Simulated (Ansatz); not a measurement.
# A thicker film of Al2O3 (0001) from two thinner ones

In a field along its normal an insulating film takes a dipole p. Written as a length, p/(ε₀AE), it should grow by 1 − 1/ε for each ångström added.

Set-up. Ansatz 0.2.0, plane waves with PAW datasets (its set soft_2), PBE; corundum films relaxed at a bulk in-plane lattice constant near the measured one, then held in weak fields of both signs with a dipole correction (A is the cell's area, E the outer field).

| run | distance between the outer atoms (Å) | p/(ε₀AE) (Å) |
| --- | --- | --- |
| 3 units | 4.502 | 5.075 |
| 4 units | 6.850 | 6.696 |
| 6 units | 11.261 | ? |

Q: Estimate the withheld value from the rows shown.

Two rows fix a line: slope = (6.696 − 5.075) / (6.850 − 4.502) = 0.6904, intercept 1.9668. That slope means ε = 1/(1 − 0.6904) = 3.23. At 11.261 it gives 0.6904 × 11.261 + 1.9668 = 9.741 Å, beyond the rows fitted. Rounding of the rows alone allows about ±0.004 Å there; two rows can't show whether the line holds.

The run itself gives 9.750 Å: a miss of +0.009 Å, or 0.1 % of the value. The length is met to within 1 %, though ε is more sensitive than the length: the two thickest films give ε = 3.25.

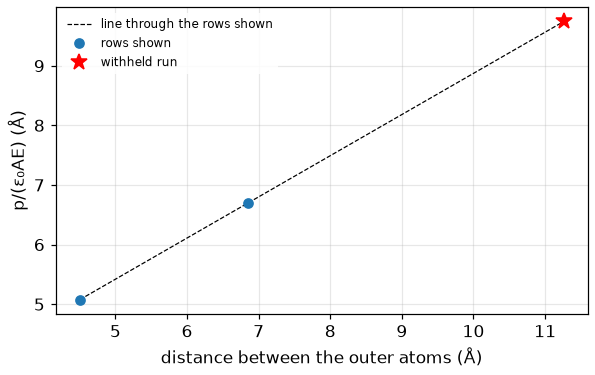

The fit and the withheld run.

Caveats: This is the electronic response alone. A unit is one step of the cut along the normal (a plane, a pair of planes or a cell), and the layers relax along it, away from their bulk spacing where the functional's lattice constant differs from the one held.
